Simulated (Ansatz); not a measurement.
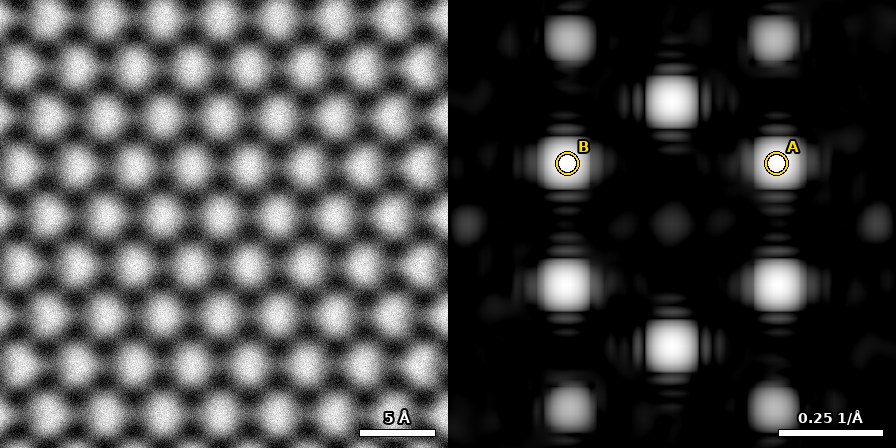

HRTEM-like image of Ca (P6_3/mmc, No. 194) along [001]. Simulated in the weak-phase-object approximation with neutral-atom potentials: 300 kV, Cs = 1.00 mm, defocus −532 Å (negative is underfocus), defocus spread 40 Å, aperture 0.51 1/Å. Shot noise was added. Structure used: the end point of a relaxation at fixed volume with DFT PBE, spin-orbit coupling, plane waves, PAW (Ansatz); the starting structure was generated, so it need not be a known form of this composition.

The right panel is the modulus of the image's Fourier transform on a logarithmic scale.

a = 3.910 Å, b = 3.910 Å, c = 6.400 Å, α = 90.00°, β = 90.00°, γ = 120.00°

**Index the marked spots and give their plane spacings (the zone axis points at the viewer; indices equivalent by symmetry, or all signs reversed, are as good).**

A: (010), d = 3.39 Å; B: (-1 0 0), d = 3.39 Å. A and B enclose 120°, and every spot obeys the zone law hu + kv + lw = 0 for [001].
